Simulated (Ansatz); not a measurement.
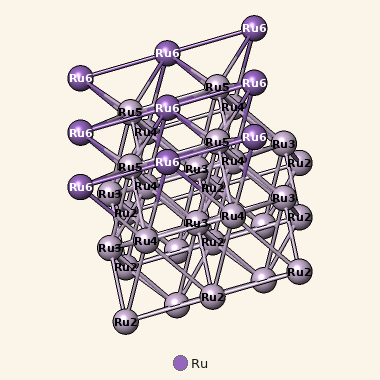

The system is S on a Ru(100) slab cut from the P6_3/mmc phase, its upper half relaxed before the scan (6 atoms of substrate and one adsorbate in a 1 × 1 cell); the picture shows it without the atoms that are moved over the map. 
- S is moved over the surface cell; relaxed at each place: the height of the adsorbate's atoms; substrate rigid; the origin of the map has the adsorbate above Ru6.
- Places are given modulo a cell vector. The map is drawn in real space over the plane of the surface.
- The scan uses a 6 × 10 grid; 24 points were computed and 36 follow by symmetry.
- All energies are given in eV relative to the lowest grid point.
- With one adsorbate in each 1 × 1 cell, its nearest image is 2.7 Å away, so neighbouring adsorbates interact.
- Method: DFT PBE, scalar-relativistic, plane waves, PAW (Ansatz). Settings: cutoff 420 eV, k-mesh 10×6×1, gaussian smearing 0.1 eV, no spin polarisation.

Range: position of S7 along the first surface vector from 0.000 to 0.833; position of S7 along the second surface vector from 0.0 to 0.9.

**What will the energy surface look like?**

The lowest grid point is at the trough between two rows of top atoms, (0/6, 5/10) of the cell vectors. A higher local minimum lies near (3/6, 3/10) of the cell vectors [nearest 1 Ru at 2.28 Å] (0.21 eV above the lowest at that grid point). The highest grid point, (1/6, 1/10) of the cell vectors [nearest 1 Ru at 2.21 Å], lies 1.12 eV above the lowest. On the interpolated surface the easiest way out of the lowest well to the well at about (0.50, 0.28) of the cell vectors passes a barrier of about 0.45 eV. At the lowest point the adsorbate has 2 Ru at 2.33 Å as nearest neighbours, at the highest 1 Ru at 2.21 Å. Its relaxed height above the top atom is 1.24 Å at the lowest and 2.12 Å at the highest point.

```csv
"second ↓, first →",0/6,1/6,2/6,3/6,4/6,5/6
9/10,1.05,1.12,1.04,0.59,1.04,1.12
8/10,1.04,1.07,0.88,0.34,0.88,1.07
7/10,0.81,0.77,0.51,0.21,0.51,0.77
6/10,0.26,0.39,0.48,0.53,0.48,0.39
5/10,0.00,0.36,0.62,0.74,0.62,0.36
4/10,0.26,0.39,0.48,0.53,0.48,0.39
3/10,0.81,0.77,0.51,0.21,0.51,0.77
2/10,1.04,1.07,0.88,0.34,0.88,1.07
1/10,1.05,1.12,1.04,0.59,1.04,1.12
0/10,1.04,1.11,1.05,0.66,1.05,1.11
```

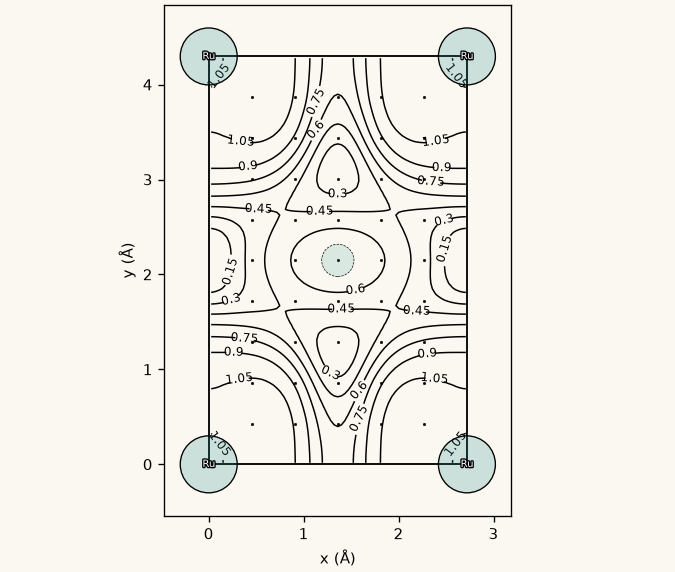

In the figure: contour lines labelled in eV, dots at the grid points, labelled circles for the atoms of the top layer and small ones for the second layer, the outline of one cell of the plane. Between grid points the surface is interpolated.

The whole map (24 points run) took 3.6 min on 4 threads of AMD EPYC 9R45 96-Core Processor (Zen 5) (shared host).

PAW datasets: the set soft_1.
